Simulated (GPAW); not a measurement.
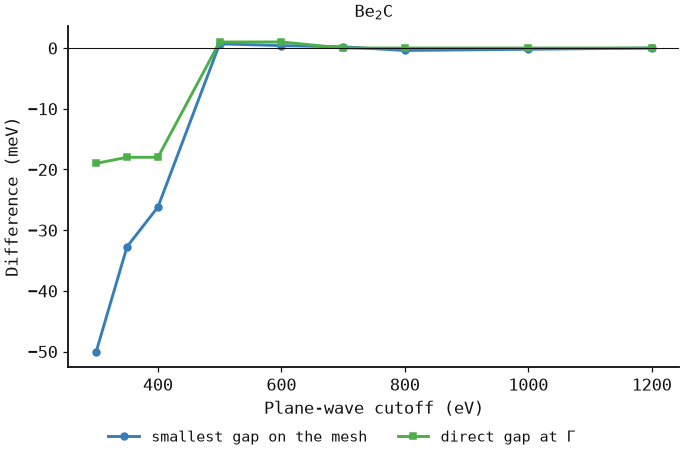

Gaps of antifluorite-type Be2C, space group Fm-3m (No. 225), 3 atoms in the primitive cell (cubic a = 4.330 Å) as the plane-wave cutoff is raised, all else fixed. The plot shows differences from the last run. Method: PBE, GPAW PAW data sets (gpaw-data 1.2.1), no spin polarisation, no spin-orbit coupling, 11×11×11 k mesh, Fermi-Dirac smearing of 0.05 eV (GPAW).

> Which plane-wave cutoff is enough for 10 meV?

The smallest gap on the mesh starts −50 meV from the last run and stays within 10 meV of it from 500 eV on. The direct gap at Γ starts −19 meV from the last run and stays within 10 meV of it from 500 eV on.

| plane-wave cutoff | smallest gap on the mesh (eV) | direct gap at Γ (eV) |
| --- | --- | --- |
| 300 eV | 1.207 | 4.089 |
| 350 eV | 1.224 | 4.090 |
| 400 eV | 1.231 | 4.090 |
| 500 eV | 1.257 | 4.109 |
| 600 eV | 1.257 | 4.109 |
| 700 eV | 1.257 | 4.108 |
| 800 eV | 1.256 | 4.108 |
| 1000 eV | 1.256 | 4.108 |
| 1200 eV | 1.257 | 4.108 |

LDA, GGA and most meta-GGA functionals understate gaps.
